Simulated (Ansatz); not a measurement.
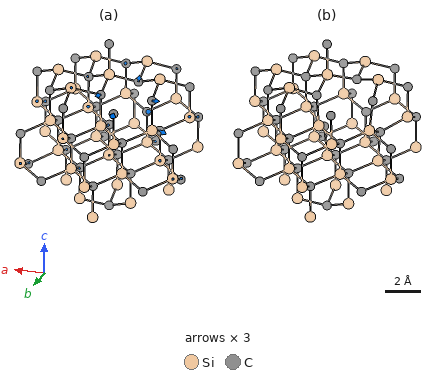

The structure of a defect cell of composition Si₄₆C₄₈ before (left) and after (right) a relaxation, at one scale. The blue arrows give the displacements, magnified 3 times.

Style: ball-and-stick. Shown: the atoms within 5.8 Å of the atom that moves most (axes of the cell of the calculation (origin shifted)), from a free direction.

The calculation used Ansatz 0.2.0, DFT, PBEsol, PAW, plane waves. Settings: plane-wave cutoff 420 eV; k-point mesh 1 × 1 × 1; mesh shifted by (0.25, 0.25, 0.25); collinear spin; atoms relaxed in a fixed cell; force threshold 0.03 eV/Å; at most 80 steps.

Q: What changed between the two?

A: The largest move is that of a C atom, 0.22 Å roughly along [2 2 −1]. By element the largest moves are C 0.22 Å, Si 0.08 Å. The cell stays as it was. Some distances before and after: C–Si 1.973 → 1.851 Å, C–Si 1.962 → 1.884 Å, C–Si 1.825 → 1.902 Å, C–Si 1.950 → 1.875 Å. Among the angles between lasting bonds that change: C–Si–C 112.1° → 102.5°, C–Si–C 112.6° → 103.1°, Si–C–Si 105.9° → 114.2°. Over 4 geometry steps the energy falls by 2.685 eV per cell of the calculation. The largest force component goes from 2.2 to 0.0091 eV/Å. The program noted that the starting moments weren't kept. The run took 7.2 s on 1 × NVIDIA GB200 with 8 threads of Arm Neoverse-V2, peak memory 1.9 GiB.
